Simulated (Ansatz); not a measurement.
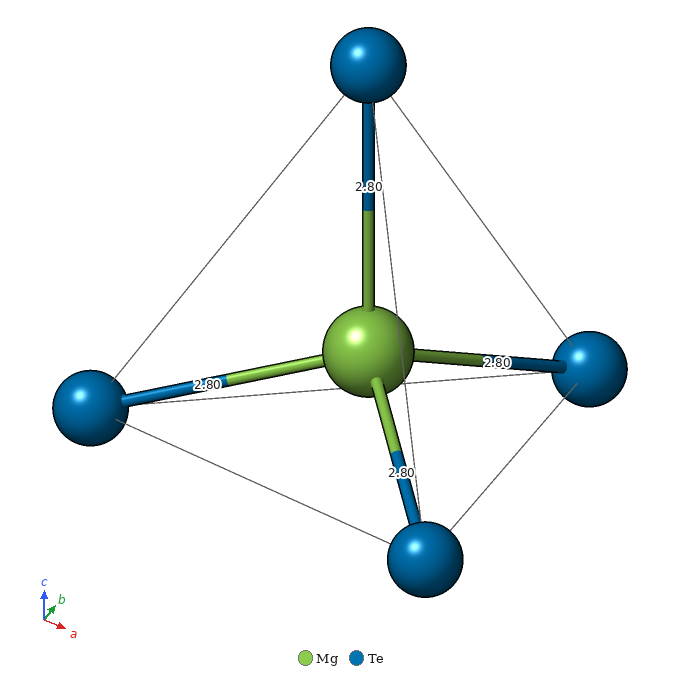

The MgTe4 unit about Mg in MgTe. Source: a calculation's input that goes back to an entry of the Crystallography Open Database (an earlier step may have relaxed or displaced it).

MgTe, space group P6_3mc (No. 186), a = 4.578 Å, b = 4.578 Å, c = 7.456 Å, α = 90.00°, β = 90.00°, γ = 120.00°

| site | Wyckoff | x | y | z |
| --- | --- | --- | --- | --- |
| Mg | 2b | 0.3333 | 0.6667 | 0.0044 |
| Te | 2b | 0.3333 | 0.6667 | 0.3806 |

> Give the distortion indices.

It is closest to the tetrahedron.

```
                              measure     value
                     mean bond length   2.801 Å
  bond-length distortion index (Baur)     0.001
effective coordination number (Hoppe)      4.00
shape measure against the tetrahedron      0.00
    shape measure against the see-saw      9.74
  centre off the ligands' centroid by    0.01 Å
                    polyhedral volume  11.27 Å³
                 quadratic elongation     1.000
                  bond-angle variance  0.1 deg²
                                   τ4      1.00
```
